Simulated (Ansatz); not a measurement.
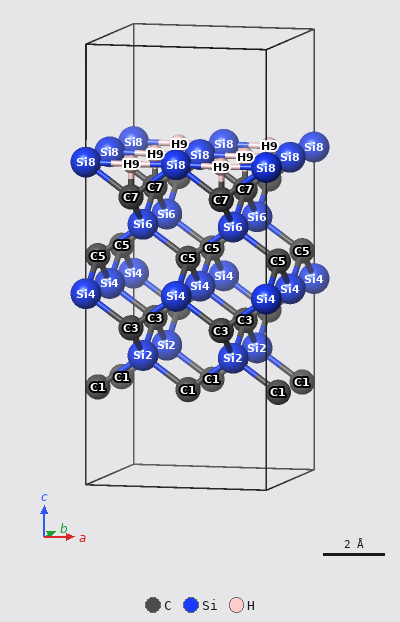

Figure 1. The structure as given in the input (ball-and-stick view of the 2 × 2 repeat of the cell, with the vacuum cut short, seen slightly off an axis; atoms are numbered from 1 in the order of the input). An atom can appear more than once, as a periodic image.

**Geometry relaxation of C₄HSi₄ (part 1 of 5)**

The run: geometry relaxation of C₄HSi₄ (slab, 9 atoms in the cell). Method and program: DFT PBEsol, scalar-relativistic, plane waves, PAW, spin-polarised (Ansatz 0.2.0).

The structure derives from an entry of the Crystallography Open Database. The input holds or restrains some coordinates. Forces given for the steps count only the free coordinates. It belongs to a series of runs on one base structure; here: H put over a C atom of a lower plane. Figures and captions count atoms from 1; the log counts them from 0 in places.

**Input**
```yaml
crystal:
  lattice:
    - [3.0806203182, 0.0, 0.0]
    - [0.0, 3.0806203182, 0.0]
    - [0.0, 0.0, 26.6241463104]
  atoms:
    - { symbol: C, position: [0.0, 0.5, 0.3192590629] }
    - { symbol: Si, position: [0.5, 0.5, 0.3601679335] }
    - { symbol: C, position: [0.5, 0.0, 0.4010768042] }
    - { symbol: Si, position: [0.0, 0.0, 0.4419856749] }
    - { symbol: C, position: [0.0, 0.5, 0.4830872637] }
    - { symbol: Si, position: [0.5, 0.5, 0.5238468577] }
    - { symbol: C, position: [0.5, 0.0, 0.564552899] }
    - { symbol: Si, position: [0.0, 0.0, 0.6062020506] }
    - { symbol: H, position: [0.5, 0.0, 0.6054508528], spin: 1.0 }
basis:
  ecutwfc: 420
kpoints:
  mp_grid: { grid: [9, 9, 1] }
hamiltonian:
  xc: pbesol
scf:
  occupations: { method: gaussian, width: 0.05 }
output:
  forces: true
  eigenvalues: true
  populations: true
  write_density: true
  write_potential: true
  elf: true
  volumetric_format: npy
magnetization:
  spin_polarized: true
relax:
  adjacent_minimum: "off"
  f_tol: 0.03
  max_steps: 70
  constraints: [{ sites: [0, 1, 2, 3] }]
efield:
  axis: 3
  dipole_correction: true
  ramp_width: 0.04
```

Command:
```bash
ansatz run input.yaml --threads 2 --pin off --max-ram 5120MiB --backend cpu --events-out ev --progress --plain --runs-dir out
```

**The program's output**
```
Engine: ansatz 0.2.0, x86_64-unknown-linux-gnu
Pseudopotentials: kind: paw
Pseudopotential: C, paw, valence charge 4, recommended cutoff 420 eV (normal), C.paw.azcp
Pseudopotential: Si, paw, valence charge 4, recommended cutoff 420 eV (normal), Si.paw.azcp
Pseudopotential: H, paw, valence charge 1, recommended cutoff 420 eV (normal), H.paw.azcp
Functional definition: PBEsol
  exchange = pbesol_x
  correlation = pbesol_c
Crystal: 9 atoms, lattice volume = 252.669 Å³
Basis set: ecut = 420 eV, 4985 PW (Γ), exchange–correlation on 48×48×360 points (8 copies of the dense FFT grid, shifted against one another)
Bands: 26, of which v1, the nominal top of the filled ones, is band 17 counted from 1 (16 counted from 0)
Symmetry: 4 space group operations
k-points: 25 of 81
Non-local potential: C, projectors of the file, l = 0: 2, l = 1: 2, l = 2: 1
Non-local potential: Si, projectors of the file, l = 0: 2, l = 1: 2, l = 2: 2
Non-local potential: H, projectors of the file, l = 0: 2, l = 1: 1
PAW form: soft (Blöchl's): semilocal exchange-correlation on the pseudo side does not see the compensation charge
PAW frozen core: C, regenerated for the run's functional, and the local potential with it (the file was generated under x = pbe(κ = 0.804, μ = 0.2195149727645171), c = pbe(β = 0.06672455060314922))
PAW frozen core: Si, regenerated for the run's functional, and the local potential with it (the file was generated under x = pbe(κ = 0.804, μ = 0.2195149727645171), c = pbe(β = 0.06672455060314922))
PAW one-centre angular grid: C, 110 points (default); XC on 64 Gauss nodes
PAW one-centre angular grid: Si, 110 points (default); XC on 64 Gauss nodes
PAW one-centre angular grid: H, 110 points (default); XC on 64 Gauss nodes
Initial density: superposition of atomic densities (neutral atoms: chi_scale 0, normalization atom)
Starting moments: Σ|m| = 1 μB on 1 of 9 sites
Initial wavefunctions: pseudopotential atomic-orbital guess
Functional: x = pbesol(κ = 0.804, μ = 0.12345679012345678), c = pbesol(β = 0.046)
```
